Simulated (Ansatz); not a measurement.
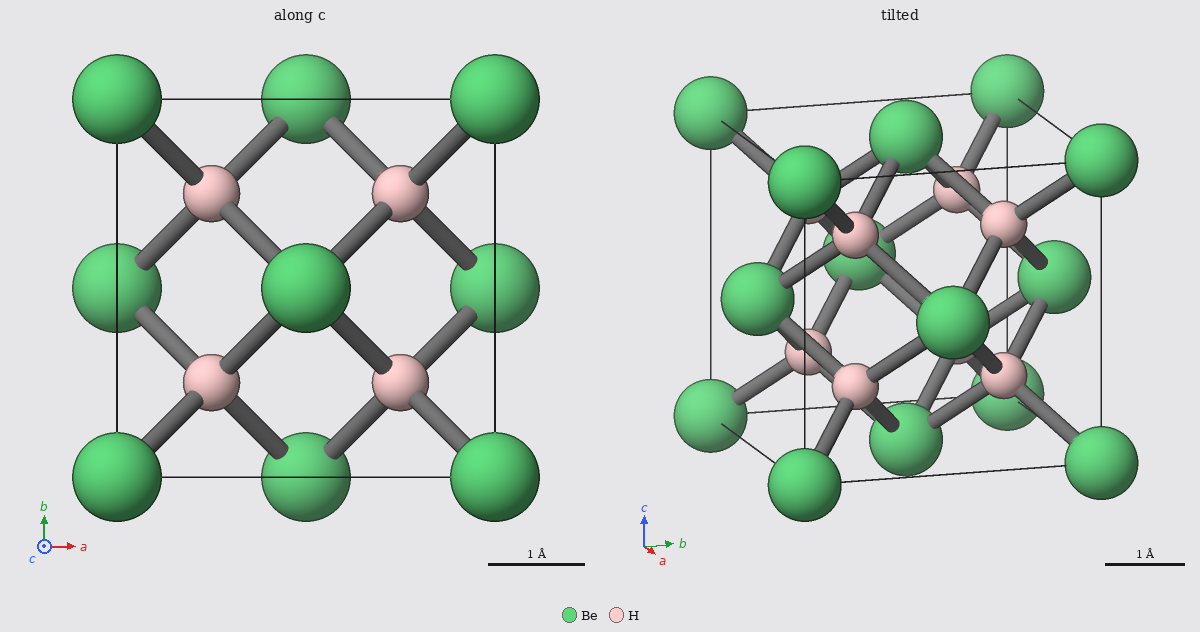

The image is a ball-and-stick drawing of a crystal, viewed along the c axis and slightly off an axis. The frame is the conventional unit cell; atoms at its boundary are shown with their periodic copies.

BeH2, space group Fm-3m (No. 225), a = 3.95 Å, b = 3.95 Å, c = 3.95 Å, α = 90.00°, β = 90.00°, γ = 90.00°.

Method used: DFT, HSE06, plane waves, PAW (Ansatz). It ran with plane waves to 420 eV, k-points about 0.46 Å⁻¹ apart, Fermi-Dirac smearing of 0.02 eV, no spin polarisation.

> How large a gap does the method give, if there is one?

A metal: bands cross the Fermi level.

> Give the pressure and its sign.

The computed pressure is -1.6 GPa (stretched: it would shrink).

The structure comes from a structure type filled with these elements by a generator (whether the compound takes this form wasn't checked). Earlier steps of the study may have refined or changed the cell and positions. It was run through Ansatz as a DFT input.
